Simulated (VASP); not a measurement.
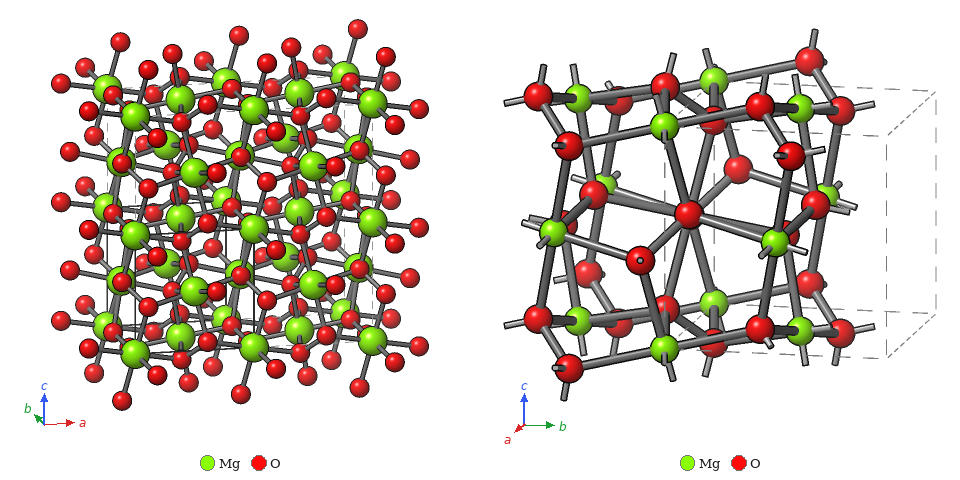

Left: the structure. Right: its underlying net. Nodes are coloured by element. Edges to nodes outside the piece are drawn as stubs.

MgO2 (space group Pa-3, No. 205). Coordinates: coordinates from a relaxation with VASP Kohn-Sham DFT of a periodic cell, LDA, VASP PAW LDA potentials, recommended in VASP 6.6.1.

Bonds are taken as Mg–O below 2.3 Å and O–O below 1.7 Å; no other contact counts. Simplification: prune 0- and 1-connected atoms, fold 2-connected ones into links.

The result is a binodal (4,6)-connected, three-periodic net: O is a 4-connected node; Mg is a 6-connected node, in the ratio 2:1. It is a single net, without interpenetration.

```csv
node,links,point symbol,coordination sequence
O,4,5⁶,4 18 37 70
Mg,6,5¹²·8³,6 18 44 68
```
